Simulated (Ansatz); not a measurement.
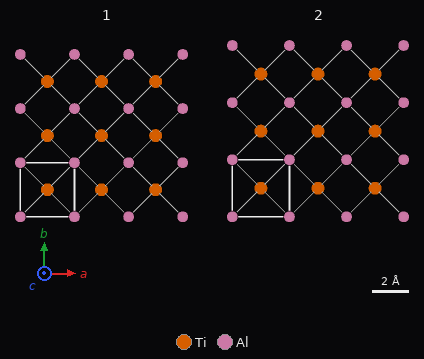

Two geometries of a crystal of TiAl (set up in Pm-3m) (coarse preliminary run), drawn at one scale. One is the start of a relaxation, the other its converged end. A ball-and-stick model of the cell of the calculation, repeated 3 × 3 × 1 with one cell outlined, seen along the c axis.

Theory: DFT PBE, scalar-relativistic, plane waves, PAW (Ansatz 0.2.0). (plane-wave cutoff 420 eV; k-point mesh 6 × 6 × 6; occupations gaussian; smearing width 0.1 eV; no spin polarisation; cell and atoms relaxed; force threshold 0.05 eV/Å; at most 80 steps)

### Which geometry has the lower energy?

Structure 2 is the relaxed one. Over 3 accepted moves (5 points after the start) the energy falls by 164 meV per atom. All forces vanish by symmetry, so only the cell relaxes. The pressure goes from 24.92 to 0.03 GPa. At 2 points the geometry stayed and the basis and grid were re-selected for the new cell (energy shift of 1.5 meV per atom at most each time). No atom moves by more than 0.005 Å relative to the cell. The drawn cell changes as follows: a = b = c 3.018 → 3.184 Å (+5.5 %); the volume changes by +17.5 %. Among the contacts that change: Ti–Ti 3.018 → 3.184 Å, Al–Ti 2.614 → 2.758 Å. The space group stays Pm-3m (No. 221).
